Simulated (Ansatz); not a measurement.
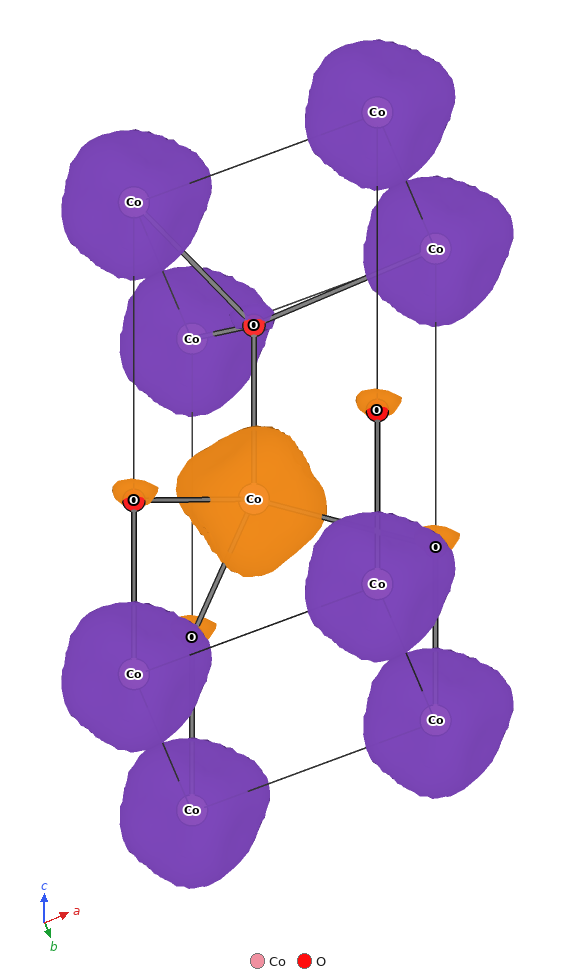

*CoO. Isosurfaces of the spin density (up minus down) at +0.3 (orange) and −0.3 e/Å³ (purple), seen at an oblique angle. Sticks mark near contacts.*

Space group P6₃mc; a structure from a database of computed crystals, not necessarily the ambient phase; computed pressure about −10 GPa in this cell; spin-polarised.

Method: DFT PBEsol, scalar-relativistic, plane waves, PAW in Ansatz.

```
Co O
1.0
     3.19765    0.00000    0.00000
    -1.59882    2.76924    0.00000
     0.00000    0.00000    5.22871
Co O
2 2
Direct
  0.00000 0.00000 0.00347
  0.33333 0.66667 0.50336
  0.00000 0.00000 0.37161
  0.33333 0.66667 0.87156
```

> Describe the spin distribution.

The spin density sits on Co: +2.1 μB and −2.1 μB in one cell of 4 atoms, with smaller moments on other sites: O (±0.16 μB): antiferromagnetic in this solution, which needn't be the ground state, with some nearest magnetic neighbours parallel and some opposed. The cell of the calculation (4 atoms) carries 0.0 μB of net spin moment.
